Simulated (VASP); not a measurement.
# What a change does: band-structure calculation on PtS₂

System: PtS₂ (P-3m1, 3 atoms in the cell).
Method of run 1: DFT, LDA, plane waves, PAW (VASP 6.6.1).

The structure was built on a prototype by a generator. The geometry comes from this level: r2scan-rvv10. 

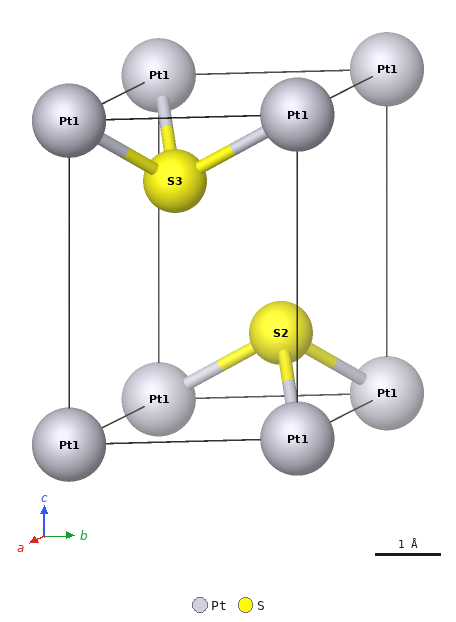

Fig. 1: The structure (ball-and-stick view of the cell of the calculation, seen slightly off an axis; atoms are numbered from 1 in the order of the input).

### INCAR, run 1
```
ENCUT = 520.000000
SIGMA = 0.010000
EDIFF = 1.00e-07
GGA = CA
PREC = Accurate
IBRION = -1
ISIF = 2
ISMEAR = 0
NBANDS = 18
NELM = 120
NSW = 0
LASPH = .TRUE.
LCHARG = .FALSE.
LWAVE = .FALSE.
LREAL = .FALSE.
```

### KPOINTS, run 1
```
KPOINTS created by Atomic Simulation Environment
0
Gamma
12 12 6
0 0 0
```

### KPOINTS_OPT, run 1
```
special points
8
Reciprocal
0.0000000000 0.0000000000 0.0000000000 1
0.5000000000 0.0000000000 0.0000000000 1
0.3333333333 0.3333333333 0.0000000000 1
0.0000000000 0.0000000000 0.5000000000 1
0.5000000000 0.0000000000 0.5000000000 1
0.3333333333 0.3333333333 0.5000000000 1
0.0000000000 0.1666666667 0.1666666667 1
0.0000000000 0.2500000000 0.3333333333 1
```

### POSCAR, run 1
```
Pt S
 1.0000000000000000
     3.5526415791220347    0.0000000000286172   -0.0000000000000000
    -1.7763207895858004    3.0766778580462373    0.0000000000000000
    -0.0000000000000000    0.0000000000000000    5.1227110718046962
 Pt  S
   1   2
Cartesian
 -0.0000000000000000 -0.0000000000000000  0.0000000000000000
 -0.0000000000165222  2.0511185720403642  1.2256597290667541
  1.7763207895527557  1.0255592860344904  3.8970513427379432
```

Command:
```bash
mpirun -np 1 vasp_std
```

Hardware: 1 CPU thread, shared host.

### OSZICAR and lines of OUTCAR (run 1)
```
N       E                     dE             d eps       ncg     rms          rms(c)
DAV:   1     0.108268796959E+03    0.10827E+03   -0.10311E+04  3640   0.109E+03
DAV:   2    -0.140257154623E+02   -0.12229E+03   -0.11836E+03  4394   0.219E+02
DAV:   3    -0.194529210694E+02   -0.54272E+01   -0.53860E+01  4560   0.465E+01
DAV:   4    -0.195100794661E+02   -0.57158E-01   -0.57127E-01  4636   0.528E+00
DAV:   5    -0.195109638829E+02   -0.88442E-03   -0.88435E-03  4576   0.647E-01    0.179E+01
DAV:   6    -0.184391429702E+02    0.10718E+01   -0.59680E+00  3744   0.238E+01    0.114E+01
DAV:   7    -0.181828173007E+02    0.25633E+00   -0.11862E+00  3704   0.111E+01    0.556E+00
[...]
       N       E                     dE             ncg
DAV:   1     0.464826161546E+04   -0.30336E+04      296
DAV:   2     0.367641877808E+04   -0.97184E+03      344
DAV:   3     0.363747483914E+04   -0.38944E+02      362
DAV:   4     0.363709559168E+04   -0.37925E+00      344
DAV:   5     0.363708806340E+04   -0.75283E-02      384
DAV:   6     0.363708785068E+04   -0.21272E-03      360
DAV:   7     0.363708784322E+04   -0.74545E-05      364
DAV:   8     0.363708784293E+04   -0.29398E-06      360
DAV:   9     0.363708784292E+04   -0.10247E-07      258
[... from OUTCAR:]
   NELECT =      22.0000    total number of electrons
 E-fermi :   6.4140
  free  energy   TOTEN  =       -18.1474684563 eV
  energy  without entropy=      -18.1474684563  energy(sigma->0) =      -18.14746846
```

The input of run 2 differs as follows (lines with − go, lines with + come):
```diff
-SIGMA = 0.010000
+SIGMA = 0.020000
-GGA = CA
+GGA = PE
-ISMEAR = 0
+ISMEAR = -1
```

Predict how the results change.

The total energies belong to different methods, so their difference says nothing on which is more stable or more accurate. The gap on the mesh goes from 0.60 to 0.71 eV. The pressure goes from −4.08 to 3.19 GPa. The largest force goes from 0.339 to 0.026 eV/Å. The functional changes from LDA to PBE. The SCF takes 15 iterations against 14.

### OSZICAR and lines of OUTCAR (run 2)
```
N       E                     dE             d eps       ncg     rms          rms(c)
DAV:   1     0.112063782766E+03    0.11206E+03   -0.10332E+04  3640   0.109E+03
DAV:   2    -0.111746850461E+02   -0.12324E+03   -0.11931E+03  4390   0.220E+02
DAV:   3    -0.166859268879E+02   -0.55112E+01   -0.54687E+01  4572   0.469E+01
DAV:   4    -0.167445340303E+02   -0.58607E-01   -0.58575E-01  4650   0.534E+00
DAV:   5    -0.167454729881E+02   -0.93896E-03   -0.93887E-03  4654   0.666E-01    0.179E+01
DAV:   6    -0.156605696885E+02    0.10849E+01   -0.61100E+00  3732   0.243E+01    0.119E+01
DAV:   7    -0.154142623200E+02    0.24631E+00   -0.11970E+00  3722   0.110E+01    0.583E+00
[...]
       N       E                     dE             ncg
DAV:   1     0.468093018901E+04   -0.30009E+04      296
DAV:   2     0.370247991464E+04   -0.97845E+03      346
DAV:   3     0.366328331824E+04   -0.39197E+02      370
DAV:   4     0.366289360750E+04   -0.38971E+00      344
DAV:   5     0.366288548005E+04   -0.81275E-02      376
DAV:   6     0.366288523686E+04   -0.24318E-03      368
DAV:   7     0.366288522795E+04   -0.89146E-05      390
DAV:   8     0.366288522758E+04   -0.36629E-06      352
DAV:   9     0.366288522757E+04   -0.13191E-07      240
[... from OUTCAR:]
   NELECT =      22.0000    total number of electrons
 E-fermi :   6.8015
  free  energy   TOTEN  =       -15.3964437674 eV
  energy  without entropy=      -15.3964437671  energy(sigma->0) =      -15.39644377
```

### The two runs side by side

```tsv
quantity	run 1	run 2
outcome	converged	converged
free energy per atom (eV)	−6.0492	−5.1321
gap on the mesh (eV)	0.60	0.71
pressure (GPa)	−4.08	3.19
largest force (eV/Å)	0.339	0.026
SCF iterations	14	15
irreducible k-points	100	100
```

For both runs: Spin–orbit coupling is left out, which matters for Pt.
